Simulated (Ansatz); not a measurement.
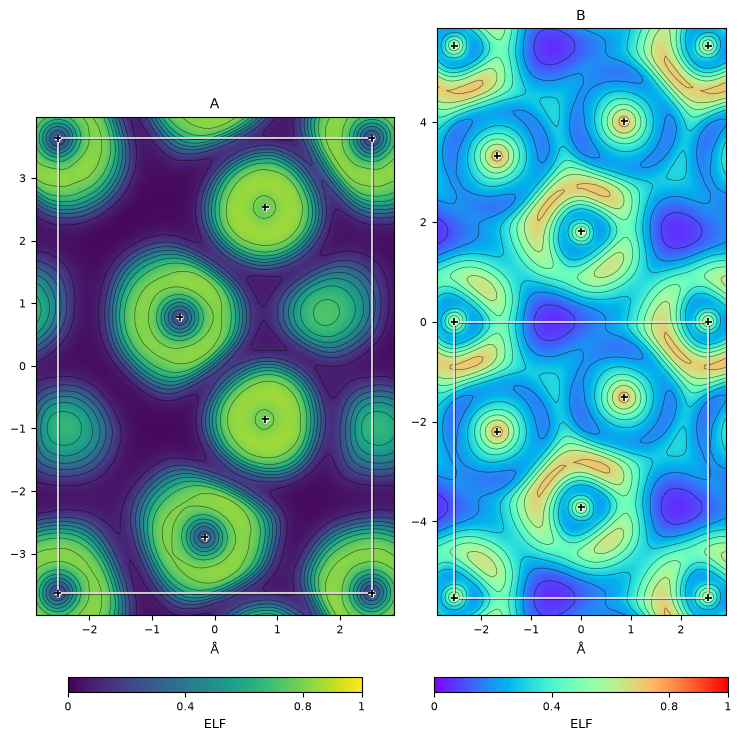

The electron localisation function of 2 systems, each on a plane through atoms (crosses mark nuclei in the plane).

Theory: Ansatz, DFT PBEsol, scalar-relativistic, plane waves, PAW.

System 1: HfO2, the (101̄) plane of the conventional cell. Space group Pca2₁; a generated structure, not necessarily the stable one.

System 2: SiNi, the (010) plane of the conventional cell. Space group Pnma; computed without spin polarisation.

```
CELL_PARAMETERS angstrom
5.08947 0.00000 0.00000
0.00000 3.35668 0.00000
0.00000 0.00000 5.52821
ATOMIC_POSITIONS crystal
Si 0.32145 0.75000 0.08642
Si 0.17855 0.25000 0.58642
Si 0.82145 0.75000 0.41358
Si 0.67855 0.25000 0.91358
Ni 0.00938 0.25000 0.18732
Ni 0.49062 0.75000 0.68732
Ni 0.50938 0.25000 0.31268
Ni 0.99062 0.75000 0.81268
```

Question: Which map belongs to which system?

Answer: Panel A is system 1, HfO2: the plane holds Hf and O. Hf–O (2.03 Å): the ELF peaks at about 0.85 in the valence shell of O, 0.6 Å from its nucleus, and drops to about 0.20 between the two atoms: no shared electron pair shows on this line. Panel B is system 2, SiNi: the plane holds Si and Ni. Si–Ni (2.26 Å): the ELF peaks at about 0.70 in the valence shell of Si, 0.8 Å from its nucleus, and is about 0.50 at the midpoint.
